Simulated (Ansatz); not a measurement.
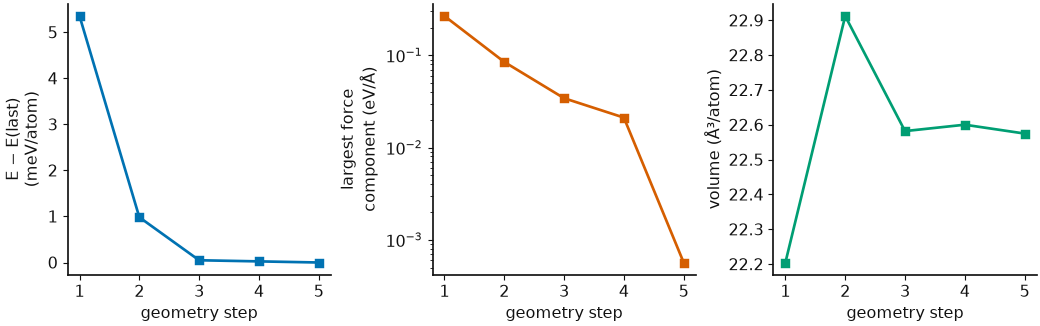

History of a geometry optimisation. Atoms and cell relax. A closing SCF on a freshly chosen basis isn't drawn.

- system: SnS₂ (P-3m1, 3 atoms in the cell)
- method: DFT, PBE-D3(BJ), plane waves, PAW (Ansatz); cutoff 420 eV, 12×12×4 k-mesh, Fermi–Dirac smearing of 0.02 eV

How did the optimisation end?

The optimisation met its thresholds at geometry 5, counting the start as the first. The energy fell by about 5.4 meV/atom from the first step to the last. The largest force component goes from about 0.27 eV/Å at the start to 6 × 10⁻⁴ eV/Å at the end.

Was the starting cell too large or too small?

The volume grows from 22.20 to 22.57 Å³ per atom (+1.7 %), overshooting to 22.91 at step 2. The start was compressed.
